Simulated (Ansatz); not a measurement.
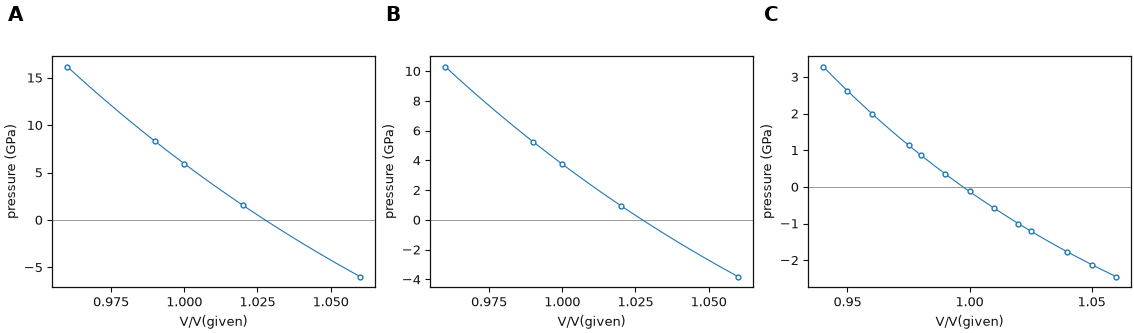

Each panel shows the pressure against V/V(given) for one of these solids: AgCl, Pm-3m (No. 221), 20.2 Å³/atom; TiO₂, I4_1/amd (No. 141), 11.4 Å³/atom; WSe₂, P6_3/mmc (No. 194), 20.3 Å³/atom.

How it was computed, with Ansatz 0.2.0: periodic Kohn-Sham DFT of a crystal at fixed atoms, scaled to the stated factor times the given cell; pressure positive in compression, energy less spherical unpolarised free atoms. Level: PBE.

> Which panel belongs to which solid?

A is TiO₂ (pressure from −6.0 GPa to 16.2 GPa); B is WSe₂ (pressure from −3.8 GPa to 10.3 GPa); C is AgCl (pressure from −2.446 GPa to 3.284 GPa).

For TiO₂, limits of the calculation: shape and atomic fractions are frozen while scaling, which makes layered, chain and framework solids too stiff.

For WSe₂, limits of the calculation: field gradient without spin-orbit coupling on heavy atoms; no spin-orbit coupling on heavy atoms; shape and atomic fractions are frozen while scaling, which makes layered, chain and framework solids too stiff.
